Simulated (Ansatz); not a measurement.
**Ge2SeN2 (Cmc2_1): band gap by G0W0 on HSE06**

Aim: the quasiparticle gap of Ge2SeN2 (Cmc2_1), starting from HSE06.

Calculated with Ansatz 0.2.0; HSE06, then G0W0 on it, plane waves, PAW.

## Step 1: Set-up

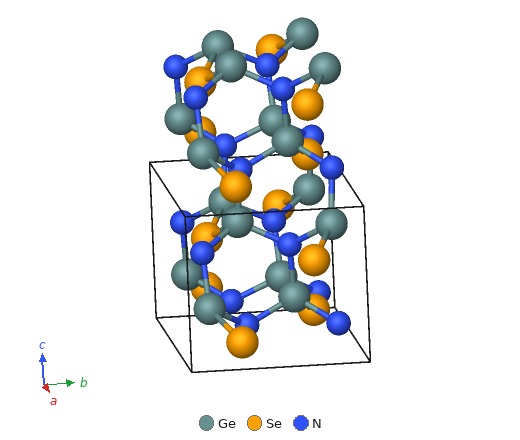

Start, viewed slightly off an axis; germanium teal, selenium orange, nitrogen blue. 1×1×2 cells are drawn. This picture shows the conventional cell, with its axes. Some periodic images of atoms are drawn too.

Structure file:

```cif
data_structure
_symmetry_space_group_name_H-M 'Cmc2_1'
_symmetry_Int_Tables_number 36
_cell_length_a 11.2780
_cell_length_b 5.9031
_cell_length_c 5.1832
_cell_angle_alpha 90.000
_cell_angle_beta 90.000
_cell_angle_gamma 90.000
_cell_volume 345.07
loop_
_atom_site_label
_atom_site_type_symbol
_atom_site_symmetry_multiplicity
_atom_site_Wyckoff_symbol
_atom_site_fract_x
_atom_site_fract_y
_atom_site_fract_z
_atom_site_occupancy
Ge1 Ge 8 b 0.68392 0.35011 0.83372 1
Se1 Se 4 a 0.00000 0.71020 0.67403 1
N1 N 8 b 0.71865 0.37191 0.18127 1
```

The cell and positions are those that the Materials Project relaxed with its own functionals (PBE, PBE+U or r2SCAN), kept fixed.

The logs state that the PAW files were generated under PBE.

## Step 2: HSE06 levels on the mesh and at listed points

HSE06 mixes in a quarter of exact exchange at short range.

This step: DFT, HSE06, plane waves, PAW; PAW set soft_1.

Contents of input.yaml:

```yaml
crystal:
  lattice:
    - [5.6390191657, -2.9515389733, 0.0]
    - [5.6390191657, 2.9515389733, 0.0]
    - [0.0, 0.0, 5.183237]
  atoms:
    - { symbol: Ge, position: [0.333819, 0.03403, 0.33372] }
    - { symbol: Ge, position: [0.96597, 0.666181, 0.33372] }
    - { symbol: Ge, position: [0.666181, 0.96597, 0.83372] }
    - { symbol: Ge, position: [0.03403, 0.333819, 0.83372] }
    - { symbol: Se, position: [0.289802, 0.710198, 0.174027] }
    - { symbol: Se, position: [0.710198, 0.289802, 0.674027] }
    - { symbol: "N", position: [0.346734, 0.090559, 0.681267] }
    - { symbol: "N", position: [0.909441, 0.653266, 0.681267] }
    - { symbol: "N", position: [0.653266, 0.909441, 0.181267] }
    - { symbol: "N", position: [0.090559, 0.346734, 0.181267] }
kpoints:
  mp_grid: { grid: [4, 4, 4] }
  band_path:
    path:
      - [0.0, 0.0, 0.0]
      - [0.5, 0.5, 0.0]
      - [0.31849043, 0.68150957, 0.0]
      - [-0.31849043, 0.31849043, 0.0]
      - [0.0, 0.0, 0.5]
      - [-0.31849043, 0.31849043, 0.5]
      - [0.31849043, 0.68150957, 0.5]
      - [0.5, 0.5, 0.5]
      - [0.0, 0.5, 0.4]
    npoints: 1
hamiltonian:
  xc: hse06
  pseudopotentials: { kind: paw, azcp: { folder: soft_1 } }
scf:
  occupations: { method: fixed }
  n_extra_bands: 7
output:
  eigenvalues: true
```

Command:

```sh
> ansatz run input.yaml --threads 2 --pin off --max-ram 92160MiB --backend cuda --events-out ev --progress --plain --runs-dir out --devices 1 --max-vram 13GiB
```

Numbers of over 12 decimals in the logs are rounded to 6 here.

The log of the run:

```text
scf.n_extra_bands = 7 over 54 filled bands (N_el = 108.0): the run solves 61 bands
GPUs: using 1 of 1 available (devices: 1).
Engine: ansatz 0.2.0, x86_64-unknown-linux-gnu
Pseudopotentials: kind: paw
Pseudopotential: Ge, paw, valence charge 14, recommended cutoff 420 eV (normal), soft_1/Ge.paw.azcp
Pseudopotential: Se, paw, valence charge 16, recommended cutoff 420 eV (normal), soft_1/Se.paw.azcp
Pseudopotential: N, paw, valence charge 5, recommended cutoff 420 eV (normal), soft_1/N.paw.azcp
Functional definition: HSE06
  parameter a = 0.25
  parameter omega = 0.11/bohr
  exchange = pbe_x - a*pbe_x_sr(omega) + a*exact_x_sr(omega)
  correlation = pbe_c
davidson cushion auto → on  (no smearing: the cushion is to keep the highest requested band from converging to the state above it; pin scf.eigensolver.cushion to override)
device memory: the entry about to start is reckoned to put 2.9 GiB on a device that reports 35.9 GiB free (of which the cap on the GPU budget leaves the run 13.0 GiB)
GPU FFT provider: cuFFT
GPU libraries: cuBLAS 13.8.2, cuFFT 12.4.0, cuSOLVER 12.3.4
Crystal: 10 atoms, lattice volume = 172.537 Å³
Basis set: ecut = 420 eV, 3383 PW (Γ)
Bands: 61, of which v1, the nominal top of the filled ones, is band 54 counted from 1 (53 counted from 0)
Symmetry: 4 space group operations
Space group: Cmc21 (ITA 36), of the structure as read, at distance tolerance 5.6e-5 Å
k-points: 21 of 64 (time reversal used)
Non-local potential: Ge, projectors of the file, l = 0: 2, l = 1: 2, l = 2: 3, l = 3: 1
Non-local potential: Se, projectors of the file, l = 0: 2, l = 1: 2, l = 2: 3, l = 3: 1
Non-local potential: N, projectors of the file, l = 0: 2, l = 1: 2, l = 2: 1
PAW form: soft (Blöchl's): semilocal exchange-correlation on the pseudo side does not see the compensation charge
PAW frozen core: Ge, regenerated for the run's functional, and the local potential with it (the file was generated under x = pbe(κ = 0.804, μ = 0.219515), c = pbe(β = 0.066725))
PAW frozen core: Se, regenerated for the run's functional, and the local potential with it (the file was generated under x = pbe(κ = 0.804, μ = 0.219515), c = pbe(β = 0.066725))
PAW frozen core: N, regenerated for the run's functional, and the local potential with it (the file was generated under x = pbe(κ = 0.804, μ = 0.219515), c = pbe(β = 0.066725))
PAW one-centre angular grid: Ge, 590 points (default); XC on 64 Gauss nodes
PAW one-centre angular grid: Se, 590 points (default); XC on 64 Gauss nodes
PAW one-centre angular grid: N, 110 points (default); XC on 64 Gauss nodes
Initial density: superposition of atomic densities (chi_scale 0.1, normalization cell, long waves kept (reshape's long-wave potential 0.02 eV rms))
Initial wavefunctions: pseudopotential atomic-orbital guess
GPU buffer pool allocated for 72900 grid points (all kernels)
GPU transforms: local potential and band sums: pruned to the plane-wave sphere, on 45×45×36
Functional: x = pbe(κ = 0.804, μ = 0.219515), c = pbe(β = 0.066725), warm-up for x = pbe(κ = 0.804, μ = 0.219515) + 0.25 (exact − pbe) at short range (hse, ω = 0.207870 Å⁻¹), c = pbe(β = 0.066725); HSE06 as pw.x's `hse` composes it (authors' and Libxc's form: `xc: wpbeh`)
SCF iter   1: F=—  HF=-29657.980077 eV  |F-HF|=—  |Δ(HF+E_count)|=         —  Δρ=9.24e-2  dr2=1.53e1  ethr=1.00e-1  ⟨swp⟩=4.9  Hψ=3829  notcnv=0
preconditioner: auto → none  [insulator: Δε(μ)=1.069 eV  Ē_g=19.376 eV  n_scr=46 (ndim 8)  ℏωp=26.5 eV  f_vac=0.060]
SCF iter   2: F=—  HF=-29656.459442 eV  |F-HF|=—  |Δ(HF+E_count)|=    1.52e0  Δρ=6.90e-2  dr2=9.20e0  ethr=1.41e-2  ⟨swp⟩=4.6  Hψ=3448  notcnv=0  defer=1
iter 3 solved again at ethr=4.20e-4 eV; its pass at ethr=8.52e-3 eV (dr2=4.53e-1 eV) is discarded
SCF iter   3: F=—  HF=-29654.401862 eV  |F-HF|=—  |Δ(HF+E_count)|=    2.06e0  Δρ=2.24e-2  dr2=4.55e-1  ethr=4.20e-4  ⟨swp⟩=3.3  Hψ=6109  notcnv=0  defer=2
SCF iter   4: F=—  HF=-29654.358153 eV  |F-HF|=—  |Δ(HF+E_count)|=   4.37e-2  Δρ=5.29e-3  dr2=4.41e-2  ethr=4.20e-4  ⟨swp⟩=2.7  Hψ=2861  notcnv=0  defer=2
SCF iter   5: F=—  HF=-29654.352182 eV  |F-HF|=—  |Δ(HF+E_count)|=   5.97e-3  Δρ=7.22e-4  dr2=8.75e-4  ethr=4.08e-5  ⟨swp⟩=3.1  Hψ=3478  notcnv=0  defer=1
SCF iter   6: F=-29654.352173 eV  HF=-29654.352084 eV  |F-HF|=8.83e-5  |Δ(HF+E_count)|=   9.74e-5  Δρ=4.25e-4  dr2=1.04e-4  ethr=8.10e-7  ⟨swp⟩=4.0  Hψ=4186  notcnv=0
SCF 1 stopped early in 6 iterations: F = -29654.352173 eV  dr2 = 1.04e-4
  greatest PAW one-centre occupation: 1.000 electrons in one spin orbital (limit 2), on the Se atom at site 4 (counted from 0), in its partial waves of l = 2
device memory: the entry about to start is reckoned to put 3.4 GiB (of the 3.8 GiB reckoned in all, the device holds 0.3 GiB already) on a device that reports 41.3 GiB free (of which the cap on the GPU budget leaves the run 12.7 GiB)
GPU FFT provider: cuFFT
GPU libraries: cuBLAS 13.8.2, cuFFT 12.4.0, cuSOLVER 12.3.4
Initial density: handed on by an earlier stage of this run
Initial wavefunctions: those handed on with the density
GPU buffer pool allocated for 72900 grid points (all kernels)
GPU transforms: local potential and band sums: pruned to the plane-wave sphere, on 45×45×36
Functional: x = pbe(κ = 0.804, μ = 0.219515) + 0.25 (exact − pbe) at short range (hse, ω = 0.207870 Å⁻¹), c = pbe(β = 0.066725); HSE06 as pw.x's `hse` composes it (authors' and Libxc's form: `xc: wpbeh`)
Exchange kernel: α = 0.2500, screened, ω = 0.2079 Å⁻¹, Wigner–Seitz truncation, v(0) = 1046.4706 eV·Å³, q-mesh 4×4×4, nearest image of the exchange supercell L = 20.73 Å, pair-density grid 30×30×24, without the augmentation charges, whose exchange is taken in its separable form by FFT convolution over the k-point mesh (sized by the pseudopotential files, 36×40×36 at the most), smooth part of the exact exchange by density-matrix convolution in up to 6.67 GiB of GPU memory as planned if the GPU has room (build and FFT work areas not counted)
Frozen-core exchange: fock
SCF iter   1: F=—  HF=-29660.622407 eV  |F-HF|=—  |Δ(HF+E_count)|=         —  Δρ=9.03e-3  dr2=6.41e-2  ethr=9.61e-7  ⟨swp⟩=9.0  Hψ=6969  notcnv=0
preconditioner: auto → none  [insulator: Δε(μ)=2.712 eV  Ē_g=21.807 eV  n_scr=46 (ndim 8)  ℏωp=26.5 eV  f_vac=0.115]
SCF iter   2: F=—  HF=-29660.571036 eV  |F-HF|=—  |Δ(HF+E_count)|=   5.14e-2  Δρ=2.03e-3  dr2=9.30e-3  ethr=9.61e-7  ⟨swp⟩=4.0  Hψ=5383  notcnv=0
SCF iter   3: F=—  HF=-29660.613326 eV  |F-HF|=—  |Δ(HF+E_count)|=   4.23e-2  Δρ=1.58e-3  dr2=2.51e-3  ethr=9.61e-7  ⟨swp⟩=4.5  Hψ=5196  notcnv=0
SCF iter   4: F=—  HF=-29660.612386 eV  |F-HF|=—  |Δ(HF+E_count)|=   9.40e-4  Δρ=3.15e-4  dr2=1.74e-4  ethr=9.61e-7  ⟨swp⟩=3.0  Hψ=3804  notcnv=0
SCF iter   5: F=—  HF=-29660.613093 eV  |F-HF|=—  |Δ(HF+E_count)|=   7.07e-4  Δρ=1.96e-4  dr2=6.07e-5  ethr=8.37e-8  ⟨swp⟩=4.7  Hψ=4021  notcnv=0
SCF iter   6: F=-29660.613080 eV  HF=-29660.613081 eV  |F-HF|=1.13e-6  |Δ(HF+E_count)|=   1.26e-5  Δρ=2.77e-5  dr2=5.87e-6  ethr=5.23e-8  ⟨swp⟩=3.0  Hψ=3356  notcnv=0
SCF 2 stopped early in 6 iterations: F = -29660.613080 eV  dr2 = 5.87e-6
hybrid outer 1: dexx = +4.946e-2 eV, tail = 3.76e-4 eV
GPU FFT provider: cuFFT
GPU libraries: cuBLAS 13.8.2, cuFFT 12.4.0, cuSOLVER 12.3.4
GPU buffer pool allocated for 72900 grid points (all kernels)
GPU transforms: local potential and band sums: pruned to the plane-wave sphere, on 45×45×36
Exchange kernel: α = 0.2500, screened, ω = 0.2079 Å⁻¹, Wigner–Seitz truncation, v(0) = 1046.4706 eV·Å³, q-mesh 4×4×4, nearest image of the exchange supercell L = 20.73 Å, pair-density grid 30×30×24, without the augmentation charges, whose exchange is taken in its separable form by FFT convolution over the k-point mesh (sized by the pseudopotential files, 36×40×36 at the most), smooth part of the exact exchange by density-matrix convolution in up to 6.67 GiB of GPU memory as planned if the GPU has room (build and FFT work areas not counted)
Frozen-core exchange: fock
SCF iter   1: F=—  HF=-29660.613296 eV  |F-HF|=—  |Δ(HF+E_count)|=         —  Δρ=6.24e-5  dr2=3.47e-6  ethr=1.74e-6  ⟨swp⟩=3.2  Hψ=2969  notcnv=0
preconditioner: auto → none  [insulator: Δε(μ)=2.745 eV  Ē_g=21.747 eV  n_scr=46 (ndim 8)  ℏωp=26.5 eV  f_vac=0.118]
SCF iter   2: F=—  HF=-29660.613304 eV  |F-HF|=—  |Δ(HF+E_count)|=   7.61e-6  Δρ=3.05e-5  dr2=9.93e-7  ethr=2.90e-9  ⟨swp⟩=4.9  Hψ=5405  notcnv=0  defer=1
SCF iter   3: F=—  HF=-29660.613303 eV  |F-HF|=—  |Δ(HF+E_count)|=   2.75e-7  Δρ=1.43e-5  dr2=1.61e-7  ethr=7.63e-10  ⟨swp⟩=3.1  Hψ=3393  notcnv=0
iter 4 solved again at ethr=4.38e-12 eV; its pass at ethr=1.16e-10 eV (dr2=4.73e-9 eV) is discarded
SCF iter   4: F=-29660.613303 eV  HF=-29660.613303 eV  |F-HF|=4.58e-9  |Δ(HF+E_count)|=   1.27e-9  Δρ=1.76e-6  dr2=4.17e-8  ethr=4.38e-12  ⟨swp⟩=4.0  Hψ=6757  notcnv=0
SCF 3 converged in 4 iterations: F = -29660.613303 eV  dr2 = 4.17e-8
hybrid outer 2: dexx = +2.763e-6 eV, tail = 1.84e-7 eV, Δε = 3.28e-3 eV (about 1.28e-4 eV left of the loop's levels)
the search or the solves at the SCF's close seem to have found levels that the self-consistency loop had missed (the run counts 1). By its estimate they hold under 1e-12 electrons; where the run keeps them, the occupations were computed again with them
device memory: the entry about to start is reckoned to put 1.3 GiB on a device that reports 37.8 GiB free (of which the cap on the GPU budget leaves the run 13.0 GiB)
NSCF: frozen V_eff on 9 k-points
hybrid SCF converged: 2 outer / 10 inner (+6 warm-up), last move |dexx| = 2.76e-6 eV, tail = 1.84e-7 eV
Stability not checked: this state was not tested for a lower state beside it, because the functional holds exact exchange (a hybrid, or Hartree-Fock), whose exchange loop this test does not read (fock_operator; see scf.lower_state_search)
Free energy (F): -29660.613304 eV
Frozen-core exchange: fock
Harris-Foulkes:  -29660.613304 eV  (|F-HF|=4.58e-9)
Internal energy: -29660.613304 eV  (E = F + TS)
E sigma→0 (E₀):  -29660.613304 eV
Fermi energy:    6.119703 eV
--- Per-component energies (eV) ---
  E_band       = -1763.645249
  E_kinetic    = 1100.455653
  E_local      = -16142.194109  (includes V_loc(G=0)·N_el)
  E_nonlocal   = 312.295683
  E_hartree    = 7824.994750
  E_xc         = -555.014442
  E_vxc        = -588.698517  (∫ρ·V_xc dr)
  E_exx        = -409.849128  (= α·E_x^exact, valence–valence)
  E_paw        = -12569.808338  (= ΣΔE_a)
  E_vpaw       = -1275.792832  (= ΣTr[D̂ρ^β])
  E_aug_tail   = 0.002918  (compensation charges beyond the density's cutoff)
  E_ewald      = -9217.804291
  E_core_change = -3.691999  (= ΣΔE_core)
  E_smearing   = -0.000000  (= −TS)
  E_closure    = -0.000000  (closes the sum)
  Σ components = -29660.613304   (vs F -29660.613304, Δ=0.00e0)
--- Band table (eV; the first three rows and the last of 21) ---
  k-point 0: bands = [... 50 lower, 4.9367, 5.7420, 5.8431, 5.9679, 8.8647, 10.2362, 10.2665, 11.7231, ... 3 higher]
  k-point 1: bands = [... 50 lower, 5.0044, 5.6123, 5.6754, 5.7418, 9.6034, 10.3296, 10.5987, 11.1107, ... 3 higher]
  k-point 2: bands = [... 50 lower, 5.3257, 5.3257, 5.7708, 5.7708, 10.2078, 10.2078, 10.3142, 10.3142, ... 3 higher]
  k-point 20: bands = [... 50 lower, 4.7696, 4.7696, 5.5338, 5.5338, 10.9081, 10.9081, 11.1737, 11.1737, ... 3 higher]
```

Elapsed: 85 s, on 1 × NVIDIA H100 80GB HBM3 (shared by 6 runs) with 2 threads of AMD EPYC 7R13 (Zen 3), shared host; peak memory 1.9 GiB; 2.1 min of CPU time.

Numbers from this step:

- gap: 2.745 eV
- valence top at: k = (0.250, -0.500, 0.250)
- conduction bottom at: Γ
- least direct gap: 2.897 eV
- exact-exchange fraction: 0.25

Over mesh and listed points the gap is 2.745 eV, from k = (0.250, -0.500, 0.250) to k = Γ. The least direct gap found is 2.897 eV, at k = Γ.

(Part 1 of 2 ends here.)

[Paths, hosts, dates, memory and timing lines, banners, echoed tables and standing remarks are left out of the program output.]

[Logs are printed without paths, hosts, clocks, repeated set-up lines and the standing remarks that a program may print on its own settings, such as how far it seeks lower states.]

[Runs of the session that timed out or met a known fault of the program may be left out.]

[Cells called generated may have been cut or substituted from an entry of the Crystallography Open Database or the Materials Project.]

[Hosts, paths, dates, database ids (printed as entryN), source tags and the programs' standing remarks are cut or masked in the printed files.]

[Where an RPA ε∞ is given, it is that of the G0W0 mesh and is not shown converged in it. Names of k-points follow the symmetry that the program found, which can be lower than the space group named. Band edges on a path are those of the sampled points; other points can move an edge, and change direct to indirect where valleys lie close.]

[Hybrid gaps are those of their k-mesh and are not shown converged in it.]
